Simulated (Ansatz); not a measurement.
**Run report: SnO, Wannier-function calculation**

- system: SnO (4 atoms in the cell)
- method: maximally localised Wannier functions of PBE bands, plane waves, PAW, no spin polarisation (Ansatz 0.2.0)

The structure derives from an entry of the Crystallography Open Database. The geometry comes from this level: r2scan-rvv10. It belongs to a series of runs on one base structure; here: anion s p. Figures and captions count atoms from 1; the log counts them from 0 in places.

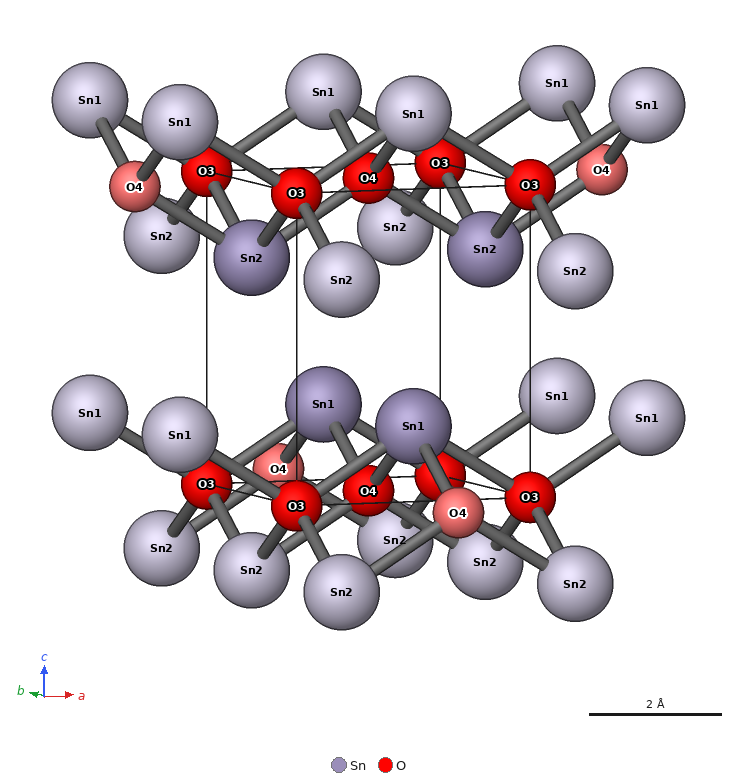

Figure 1. The input geometry (ball-and-stick view of the cell of the calculation, seen at an oblique angle; neighbours outside the cell are drawn fainter; atoms are numbered from 1 in the order of the input). An atom can appear more than once, as a periodic image. Near neighbours in the periodic cell (some may lie outside the picture): Sn has 4 O at 2.22 Å; O has 4 Sn at 2.22 Å.

**The input**
```yaml
crystal:
  lattice:
    - [3.7926488416, 0.0, 0.0]
    - [0.0, 3.7926488416, 0.0]
    - [0.0, 0.0, 4.7582137882]
  atoms:
    - { symbol: Sn, position: [0.5, 0.0, 0.2410340873] }
    - { symbol: Sn, position: [0.0, 0.5, 0.7589659127] }
    - { symbol: O, position: [0.0, 0.0, 0.0] }
    - { symbol: O, position: [0.5, 0.5, 0.0] }
kpoints:
  mp_grid: { grid: [6, 6, 4] }
  band_path:
    path:
      - [[0.0, 0.0, 0.0], [-4.915417845425e-51, 0.5, 8.844833162684e-35], [0.5, 0.5, 2.985524865844e-34], [0.0, 0.0, 0.0], [-4.094130419639e-51, 4.055226354463e-51, 0.5], [-4.094130419639e-51, 0.5, 0.5], [0.5, 0.5, 0.5], [-4.094130419639e-51, 4.055226354463e-51, 0.5]]
      - [[-4.915417845425e-51, 0.5, 8.844833162684e-35], [-4.094130419639e-51, 0.5, 0.5]]
      - [[0.5, 0.5, 2.985524865844e-34], [0.5, 0.5, 0.5]]
    npoints: 10
hamiltonian:
  xc: pbe
scf:
  occupations: { method: fermi_dirac, width: 0.02 }
  n_extra_bands: 6
output:
  forces: false
  stress: false
  eigenvalues: true
  wannier:
    kmesh: [4, 4, 4]
    projections: [{ species: O, l: s, shell: 2 }, { species: O, l: p, shell: 2 }]
    minimise: true
    write_hr: true
    conv_tol: 1.0e-08
    max_iter: 3000
  write_density: true
  write_potential: true
  elf: true
  volumetric_format: npy
```

**File wannier.win**
```
! ansatz wannier90 interface
! projections by site (counted from 0) and shell: 2 2S, 3 2S, 2 2P, 3 2P
! states of the run's bands (counted from 1): 11-12, combinations of 13-20
! their least projectability: 0.7767
num_bands = 8
num_wann  = 8
num_iter  = 2000
conv_tol = 1e-8
conv_window = 5
guiding_centres = true
write_hr = true

begin unit_cell_cart
Ang
             3.7926488416                      0.0                      0.0
                      0.0             3.7926488416                      0.0
                      0.0                      0.0             4.7582137882
end unit_cell_cart

begin atoms_frac
Sn                       0.5                      0.0             0.2410340873
Sn                       0.0                      0.5             0.7589659127
O                        0.0                      0.0                      0.0
O                        0.5                      0.5                      0.0
end atoms_frac

mp_grid = 4 4 4
```

Machine: 4 threads of Arm Neoverse V1, 24 GiB of memory available, shared host.

Command:
```bash
ansatz run input.yaml --threads 4 --pin off --max-ram 3686MiB --backend cpu --events-out ev --progress --plain --runs-dir out
```

**Log**
```
scf.n_extra_bands = 6 over 20 filled bands (N_el = 40.0): the run solves 26 bands
Engine: ansatz 0.2.0, aarch64-unknown-linux-gnu
Pseudopotentials: kind: paw
Pseudopotential: Sn, paw, valence charge 14, recommended cutoff 420 eV (normal), Sn.paw.azcp
Pseudopotential: O, paw, valence charge 6, recommended cutoff 420 eV (normal), O.paw.azcp
Functional definition: PBE
  parameter kappa = 0.804
  parameter beta = 0.06672455060314922
  exchange = pbe_x(kappa = kappa, mu = beta*pi^2/3)
  correlation = pbe_c(beta = beta)
Crystal: 4 atoms, lattice volume = 68.443 Å³
Basis set: ecut = 420 eV, 1335 PW (Γ)
Bands: 26, of which v1, the nominal top of the filled ones, is band 20 counted from 1 (19 counted from 0)
Symmetry: 16 space group operations
Space group: P4/nmm (ITA 129), of the structure as read, at distance tolerance 4.1e-5 Å
k-points: 30 of 144
Non-local potential: Sn, projectors of the file, l = 0: 2, l = 1: 2, l = 2: 2, l = 3: 2
Non-local potential: O, projectors of the file, l = 0: 2, l = 1: 2, l = 2: 1
PAW form: soft (Blöchl's): semilocal exchange-correlation on the pseudo side does not see the compensation charge
PAW one-centre angular grid: Sn, 590 points (default); XC on 64 Gauss nodes
PAW one-centre angular grid: O, 110 points (default); XC on 64 Gauss nodes
Initial density: superposition of atomic densities (neutral atoms: chi_scale 0, normalization atom), corrected by the library's trained network
Initial wavefunctions: pseudopotential atomic-orbital guess
Functional: x = pbe(κ = 0.804, μ = 0.2195149727645171), c = pbe(β = 0.06672455060314922)
SCF iter   1: F=—  HF=-13183.325845 eV  |F-HF|=—  |Δ(HF+E_count)|=         —  Δρ=1.94e-3  dr2=8.63e-4  ethr=1.77e-3  ⟨swp⟩=6.6  Hψ=3798  notcnv=0
preconditioner: auto → Resta (q_TF=auto, 2.495 Å⁻¹)  ε∞=3.2  [insulator: Δε(μ)=0.074 eV  Ē_g=19.259 eV  σ=0.020 eV  W_gap=0.64  n_scr=18 (ndim 8)  ℏωp=28.4 eV  f_vac=0.013  D(μ)=0.60/eV (n_scr^D=0)  ε∞_Penn≈3.2]
SCF iter   2: F=—  HF=-13183.325416 eV  |F-HF|=—  |Δ(HF+E_count)|=   4.29e-4  Δρ=1.03e-3  dr2=3.74e-4  ethr=2.16e-6  ⟨swp⟩=2.0  Hψ=1700  notcnv=0  defer=41
SCF iter   3: F=—  HF=-13183.325712 eV  |F-HF|=—  |Δ(HF+E_count)|=   2.96e-4  Δρ=5.33e-4  dr2=1.25e-4  ethr=9.34e-7  ⟨swp⟩=2.1  Hψ=1314  notcnv=0  defer=41
SCF iter   4: F=—  HF=-13183.325742 eV  |F-HF|=—  |Δ(HF+E_count)|=   3.00e-5  Δρ=1.44e-4  dr2=9.08e-6  ethr=3.13e-7  ⟨swp⟩=2.0  Hψ=986  notcnv=0  defer=41
SCF iter   5: F=—  HF=-13183.325742 eV  |F-HF|=—  |Δ(HF+E_count)|=   1.23e-8  Δρ=6.92e-5  dr2=3.23e-6  ethr=2.27e-8  ⟨swp⟩=2.0  Hψ=1327  notcnv=0  defer=41
SCF iter   6: F=—  HF=-13183.325743 eV  |F-HF|=—  |Δ(HF+E_count)|=   1.29e-6  Δρ=1.74e-5  dr2=1.65e-7  ethr=8.07e-9  ⟨swp⟩=2.0  Hψ=1327  notcnv=0  defer=41
SCF iter   7: F=-13183.325743 eV  HF=-13183.325743 eV  |F-HF|=1.92e-8  |Δ(HF+E_count)|=   1.86e-8  Δρ=6.46e-6  dr2=2.72e-8  ethr=2.50e-10  ⟨swp⟩=5.5  Hψ=2077  notcnv=0
SCF 1 converged in 7 iterations: F = -13183.325743 eV  dr2 = 2.72e-8
  greatest PAW one-centre occupation: 0.994 electrons in one spin orbital (limit 2), on the Sn atom at site 1 (counted from 0), in its partial waves of l = 2
```

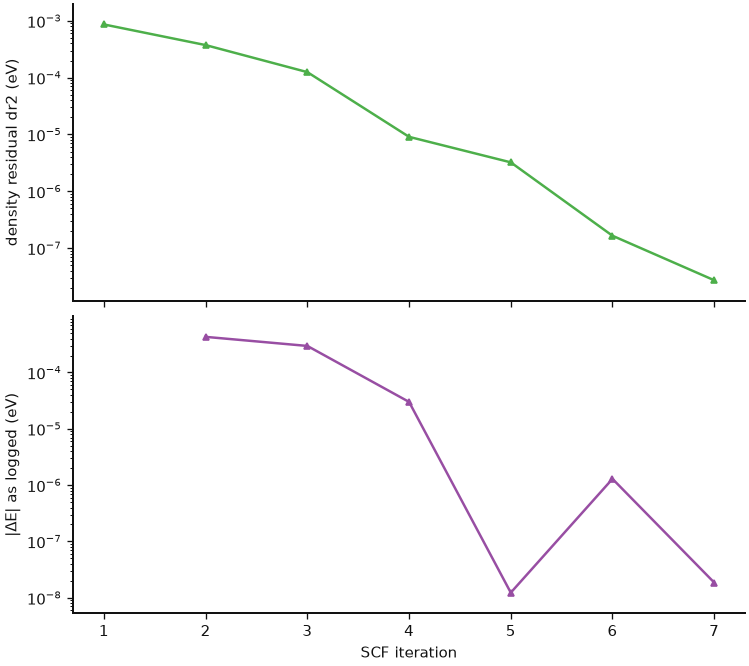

Figure 2. Convergence of the self-consistent field: density residual dr2 and size of the energy change against the SCF iteration. The residual falls at every step.

```
NSCF: frozen V_eff on 93 k-points
NSCF: frozen V_eff on 22 k-points
the Wannier pass solved 22 of the 64 points of its mesh, and has the states at the others by symmetry: states obtained by the crystal's operations at points that were solved too leave a residual of 2.12e-13 eV (read by the count's bands and the next), within 6.67e-6 eV
SCF converged after 7 iterations
Free energy (F): -13183.325743 eV
Harris-Foulkes:  -13183.325743 eV  (|F-HF|=1.92e-8)
Internal energy: -13183.324967 eV  (E = F + TS)
E sigma→0 (E₀):  -13183.325355 eV
Entropy (-TS):   -0.000777 eV (-0.194 meV/atom)
Fermi energy:    10.330097 eV
--- Per-component energies (eV) ---
  E_band       = -172.547140
  E_kinetic    = 725.693056
  E_local      = -2597.880479  (includes V_loc(G=0)·N_el)
  E_nonlocal   = 32.348643
  E_hartree    = 1415.814737
  E_xc         = -913.343854
  E_vxc        = -381.224106  (∫ρ·V_xc dr)
  E_paw        = -8589.776779  (= ΣΔE_a)
  E_vpaw       = -783.121618  (= ΣTr[D̂ρ^β])
  E_aug_tail   = 0.004830  (compensation charges beyond the density's cutoff)
  E_ewald      = -3256.185120
  E_smearing   = -0.000777  (= −TS)
  E_closure    = 0.000000  (closes the sum)
  Σ components = -13183.325743   (vs F -13183.325743, Δ=0.00e0)
--- Band table (eV; the first three rows and the last of 30) ---
  k-point 0: bands = ["-11.7471", "-11.2828", "-11.2828", "-11.2795", "-11.2371", "-11.2265", "-11.1756", "-11.1720", "-11.1456", "-11.1456", "-10.0264", "-7.2924", "2.6533", "3.5090", "3.9540", "3.9540", "6.7863", "7.0921", "7.0921", "10.3899", "12.5794", "14.9251", "14.9631", "14.9631", "16.2148", "16.2148"]
  k-point 1: bands = ["-11.7370", "-11.2897", "-11.2677", "-11.2677", "-11.2292", "-11.2186", "-11.1835", "-11.1797", "-11.1626", "-11.1626", "-10.0042", "-7.2929", "1.5186", "4.0182", "4.0182", "5.2925", "6.7475", "7.0847", "7.0847", "9.7925", "12.0775", "13.8174", "13.8174", "14.6983", "17.3780", "17.6945"]
  k-point 2: bands = ["-11.7264", "-11.3004", "-11.2446", "-11.2446", "-11.2161", "-11.2015", "-11.1967", "-11.1966", "-11.1877", "-11.1877", "-9.9818", "-7.2934", "0.9874", "4.0846", "4.0846", "6.7093", "7.0743", "7.0743", "7.3805", "8.0767", "12.1012", "13.2091", "13.2091", "13.9929", "18.4549", "18.4643"]
  k-point 29: bands = ["-11.6564", "-11.6564", "-11.2456", "-11.2456", "-11.2145", "-11.2145", "-11.1860", "-11.1860", "-11.1459", "-11.1459", "-8.1965", "-8.1965", "1.2614", "1.2614", "4.6139", "4.6139", "7.5658", "7.5658", "7.7598", "7.7598", "12.6397", "12.6397", "14.5651", "14.5651", "16.0363", "16.0363"]
Wannier search: line search 1 of at most 3000: gauge-dependent spread (as the search counts it) 2.2908442 Å², largest recent change 8.2e-2 Å² and fall left 1.0e-4 Å² against conv_tol 1.0e-8 Å², 0 stops escaped
```

**File v_z.tsv**
```
# z_ang	v_es[eV]	v_tot[eV]
# format = ansatz-planar-average/11
# xc	pbe
# density_cutoff_ev	1680
# datasets	Sn=:simpson_from_first_knot:soft	O=:simpson_from_first_knot:soft
# lattice	3.792648842	0.000000000	0.000000000
# lattice	0.000000000	3.792648842	0.000000000
# lattice	0.000000000	0.000000000	4.758213788
# sites	4
# site	50	1.896324421	0.000000000	1.146891718
# site	50	0.000000000	1.896324421	3.611322071
# site	8	0.000000000	0.000000000	0.000000000
# site	8	1.896324421	1.896324421	0.000000000
0.000000	1.404118e0	-1.148299e1
0.148694	1.624384e0	-1.115865e1
0.297388	2.364648e0	-1.010629e1
0.446083	3.657474e0	-8.435784e0
0.594777	5.707175e0	-6.018241e0
0.743471	7.499496e0	-3.993881e0
0.892165	8.513786e0	-2.860696e0
1.040859	9.243672e0	-2.018148e0
1.189553	9.398947e0	-1.597074e0
1.338248	9.011824e0	-1.528935e0
1.486942	8.363176e0	-1.591276e0
1.635636	7.944771e0	-1.360714e0
1.784330	8.120080e0	-5.983944e-1
1.933024	8.967254e0	6.876022e-1
2.081719	1.011420e1	2.048891e0
2.230413	1.099186e1	3.032093e0
2.379107	1.127223e1	3.335212e0
2.527801	1.099186e1	3.032093e0
2.676495	1.011420e1	2.048891e0
2.825189	8.967254e0	6.876022e-1
2.973884	8.120080e0	-5.983944e-1
3.122578	7.944771e0	-1.360714e0
3.271272	8.363176e0	-1.591276e0
3.419966	9.011824e0	-1.528935e0
3.568660	9.398947e0	-1.597074e0
3.717355	9.243672e0	-2.018148e0
3.866049	8.513786e0	-2.860696e0
4.014743	7.499496e0	-3.993881e0
4.163437	5.707175e0	-6.018241e0
4.312131	3.657474e0	-8.435784e0
4.460825	2.364648e0	-1.010629e1
4.609520	1.624384e0	-1.115865e1
```

**File wannier.spreads.toml**
```
omega_i_ang2 = 9.201887824267743
omega_d_ang2 = 0.0034654674448855822
omega_od_ang2 = 0.8051113181409545
omega_total_ang2 = 10.010464609853583
least_projectability = 0.776707023615382
b_vectors_match_mmn = true
n_iter = 22
converged = true
rejected_fitted_steps = 0

[[wannier]]
r = [0.000000001214183993843664, -0.37917077323949794, -0.26077244794352467]
spread = 1.251308074368236

[[wannier]]
r = [0.37917076972584046, 0.000000008578698546419131, 0.2607724559110731]
spread = 1.2513080745181389

[[wannier]]
r = [1.8963244080096242, 2.2754951909374923, 0.2607724553932845]
spread = 1.2513080745320657

[[wannier]]
r = [1.5171536593268142, 1.8963244110141548, -0.2607724731447575]
spread = 1.2513080755078168

[[wannier]]
r = [-0.37917076602674576, 0.00000000321002351031251, 0.26077246155118344]
spread = 1.2513080760752142

[[wannier]]
r = [2.2754951937030268, 1.8963244258636576, -0.26077244438986774]
spread = 1.2513080771405498

[[wannier]]
r = [1.8963244228387048, 1.5171536563160544, 0.260772460744321]
spread = 1.2513080783210713

[[wannier]]
r = [-0.00000000419159797876447, 0.3791707600134865, -0.26077246819728045]
spread = 1.2513080793906017

[[curvature_check]]
after_line_search = 8
omega_tilde_before_ang2 = 2.290665169435244
krylov_steps = 62
lowest_ritz_value_ang2 = -0.6820182535336026
residual_ang2 = 1.1167320743057077e-18
settled = true
first_negative_step = 2
curvature_along_ang2 = -0.8491473797803525
angle_rad = 1.3873174640249701
omega_tilde_after_ang2 = 1.4267758450608585
outcome = "escaped"

[[curvature_check]]
after_line_search = 22
omega_tilde_before_ang2 = 0.8085767855858401
krylov_steps = 29
lowest_ritz_value_ang2 = 0.5540945626955445
residual_ang2 = 2.750431557392843e-9
settled = true
outcome = "no-negative-curvature"
```

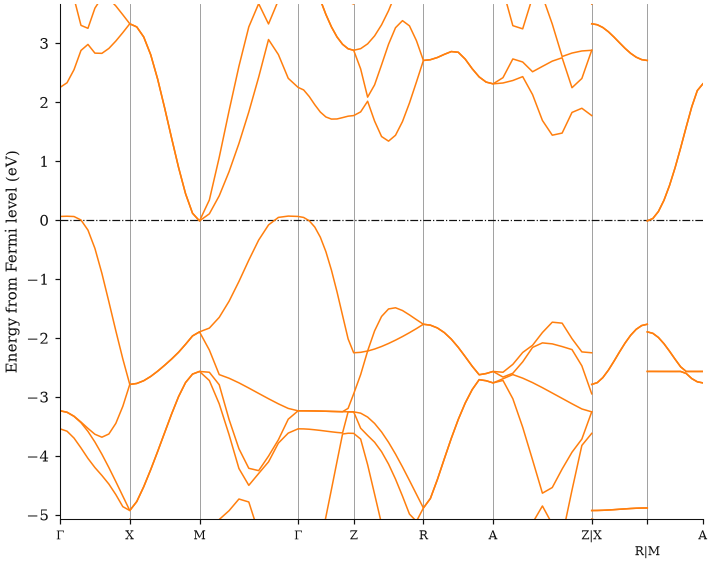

Figure 3. Band structure along Γ–X–M–Γ–Z–R–A–Z|X–R|M–A, with energies from the Fermi level. Bands cross the Fermi level: a metal at this level of theory.

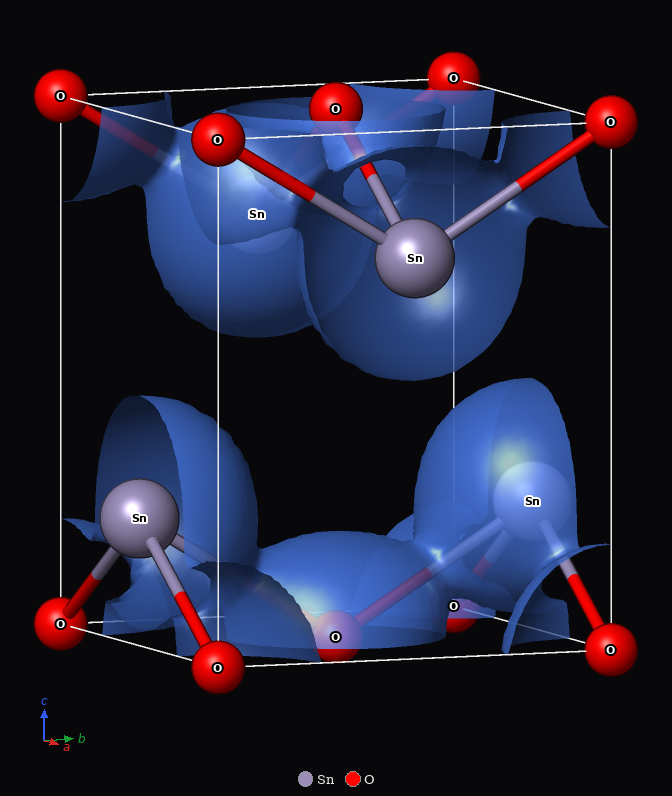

Figure 4. Isosurface of the valence charge density (pseudo) at 0.4 e/Å³ (blue), seen slightly off an axis. Sticks mark near contacts. The outline is the cell set on symmetry axes. At this value the density is joined into sheets; it holds about 80 % of the electrons treated as valence (semicore included). On the grid the lowest density along these lines, outside the cores, is 0.48 e/Å³ (Sn–O, 2.22 Å). In a PAW calculation such maps are meaningful between the atoms, not at the nuclei.

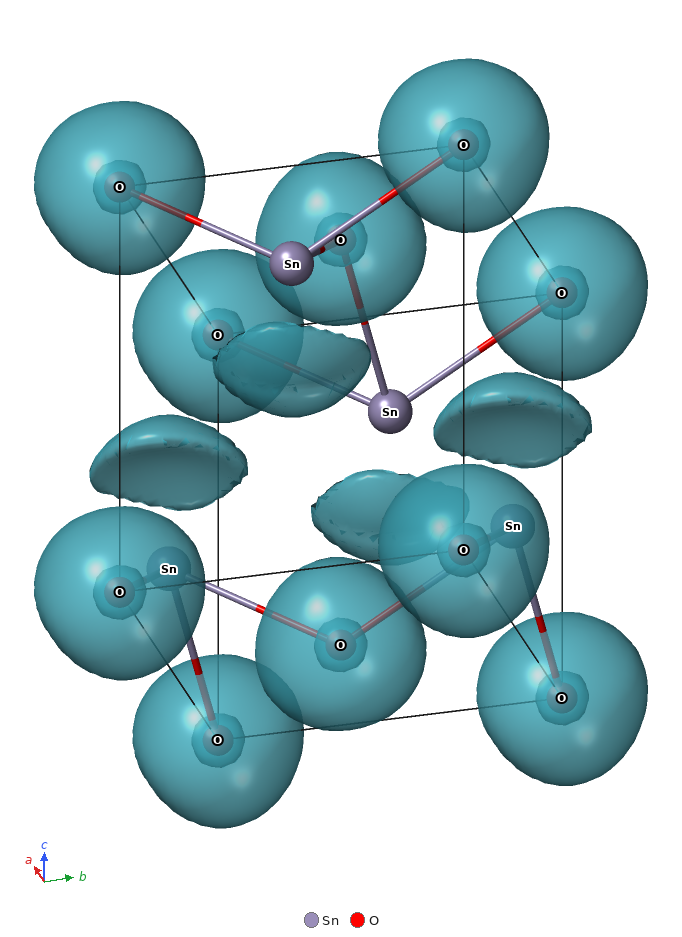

Figure 5. Isosurface of the ELF at 0.6 (cyan), seen at an oblique angle. Core shells and regions of very low density are left out. Sticks mark near contacts. The outline is the cell set on symmetry axes. Profiles from the grid: Sn–O (2.22 Å): the ELF is about 0.20 at the midpoint.

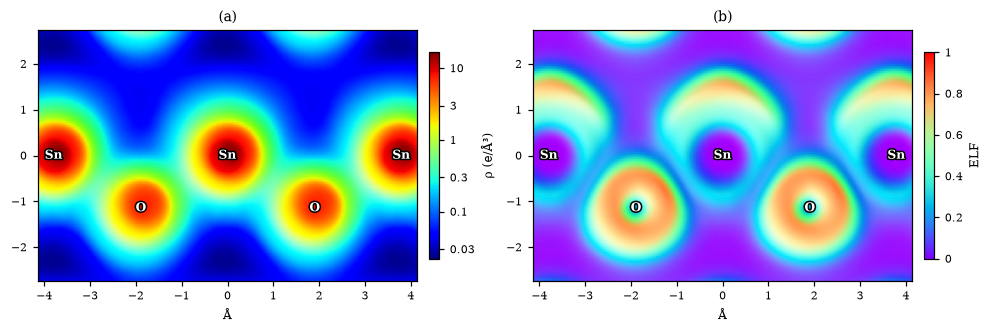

Figure 6. (a) valence pseudo-density; (b) electron localisation function on the (100) plane of the conventional cell. Sn–O (2.22 Å): ρ is about 0.48 e/Å³ halfway; the ELF is about 0.20 at the midpoint. Away from the nuclei the density in this plane falls to 0.02 e/Å³ at its lowest.

**Summary**

```csv
quantity,value
outcome,converged
space group (tolerance 0.01 Å),P4/nmm (129)
electrons treated,40
free energy,−13183.3257 eV
total spread of the Wannier functions,10.010 Å²
Fermi energy,10.330 eV
band gap,none (metallic)
wall time,2.6 s (CPU time 9.5 s)
peak memory,0.36 GiB
```
